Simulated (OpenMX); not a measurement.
**A series of single points on KF**

System: KF (Fm-3m, 2 atoms in the cell).
Method: Kohn-Sham DFT of a periodic cell, PBE, OpenMX 2013 PBE set, no spin polarisation (OpenMX 3.8.5).

The 7 runs differ only in the geometry, by an even scaling of the cell at fixed fractional positions. The structure derives from an entry of the Crystallography Open Database.

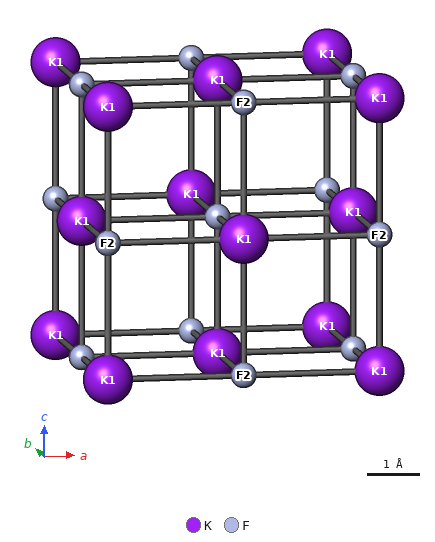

Figure 1. The structure of run 4 (ball-and-stick view of the cell 4 times as large as that of the calculation, set on its symmetry axes, seen slightly off an axis; atoms are numbered from 1 in the order of the input).

## Input of run 4
```
System.CurrrentDirectory             ./
System.Name                          KF
DATA.PATH                            ./DFT_DATA13
level.of.stdout                      1
level.of.fileout                     0
Species.Number                       2
<Definition.of.Atomic.Species
  K   K10.0-s3p2d1           K_PBE13
  F   F6.0-s2p2d1            F_PBE13
Definition.of.Atomic.Species>

Atoms.Number                         2
Atoms.SpeciesAndCoordinates.Unit     FRAC
<Atoms.SpeciesAndCoordinates
    1  K     0.0000000000    0.0000000000    0.0000000000   4.500  4.500
    2  F     0.5000000000    0.5000000000    0.5000000000   3.500  3.500
Atoms.SpeciesAndCoordinates>

Atoms.UnitVectors.Unit               Ang
<Atoms.UnitVectors
     0.0000000000    2.6718500000    2.6718500000
     2.6718500000    0.0000000000    2.6718500000
     2.6718500000    2.6718500000    0.0000000000
Atoms.UnitVectors>

scf.XcType                           GGA-PBE
scf.SpinPolarization                 off
scf.ElectronicTemperature            580.226
scf.energycutoff                     400.0
scf.maxIter                          100
scf.EigenvalueSolver                 band
scf.Kgrid                            9 9 9
scf.Mixing.Type                      rmm-diisk
scf.Init.Mixing.Weight               0.05
scf.Min.Mixing.Weight                0.001
scf.Max.Mixing.Weight                0.3
scf.Mixing.History                   25
scf.Mixing.StartPulay                8
scf.criterion                        1.0e-8
scf.stress.tensor                    on
MD.Type                              nomd
```

Command:
```bash
openmx KF.dat -nt 1 > KF.std
```

Lattice vectors (Å) and fractional positions of run 4:
```
   0.000000    2.671850    2.671850
   2.671850    0.000000    2.671850
   2.671850    2.671850    0.000000
K   0.000000  0.000000  0.000000
F   0.500000  0.500000  0.500000
```

Run 3 has the same physical settings and fractional positions; its lattice vectors (Å) are:
```
   0.000000    2.653918    2.653918
   2.653918    0.000000    2.653918
   2.653918    2.653918    0.000000
```

## Results, with one run withheld

| run | volume per atom (Å³) | free energy per atom, from the lowest run given (meV) | gap on the mesh (eV) |
| --- | --- | --- | --- |
| 1 | 17.929 | 20.53 | 6.58 |
| 2 | 18.311 | 12.64 | 6.45 |
| 3 | 18.692 | ? | ? |
| 4 | 19.074 | 2.89 | 6.23 |
| 5 | 19.455 | 0.72 | 6.12 |
| 6 | 19.837 | 0.00 | 6.01 |
| 7 | 20.218 | 0.67 | 5.91 |

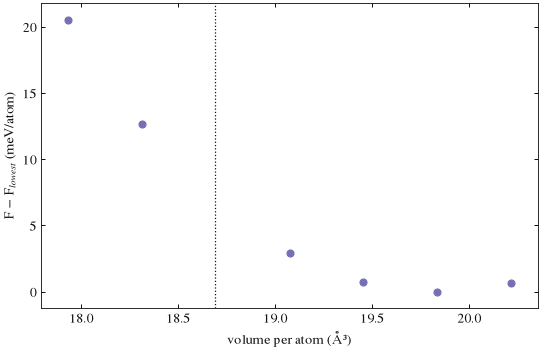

Figure 2. Free energy per atom of the runs given; the dotted line marks run 3.

What should run 3 give?

A cubic polynomial in V^(−2/3) (the Birch–Murnaghan form), fitted to the 6 runs given, misses them by at most 0.03 meV per atom. With x = V^(−2/3) − 0.13991 Å⁻², it reads F = 2.6481 + 1548.3 x + 2.278e+05 x² + 4.1062e+05 x³ (meV per atom). At run 3 it gives 6.83 meV per atom, and the run itself gives 6.81. The fit has its minimum at 19.833 Å³ per atom, where V d²F/dV² gives 29.9 GPa: the bulk modulus at this level, since symmetry fixes the shape and the positions. The gap on the mesh goes, without turning, from 6.58 eV in run 1 to 5.91 eV in run 7; run 3 has 6.34 eV. These are gaps of this functional on this mesh, which can miss the band edges; they aren't the measured gap.

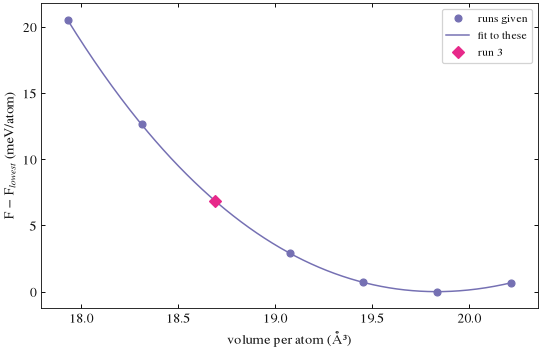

Figure 3. The fit and the withheld run.

## Some lines of the output (run 3)
```
[...]
  Cell_Volume =    252.283470765609 (Bohr^3)
        Total energy (Hartree) at MD = 1
   kloop=0
   kloop=1
   kloop=364
```

Notes: With a small basis of atomic orbitals these values can differ much from converged plane-wave results.
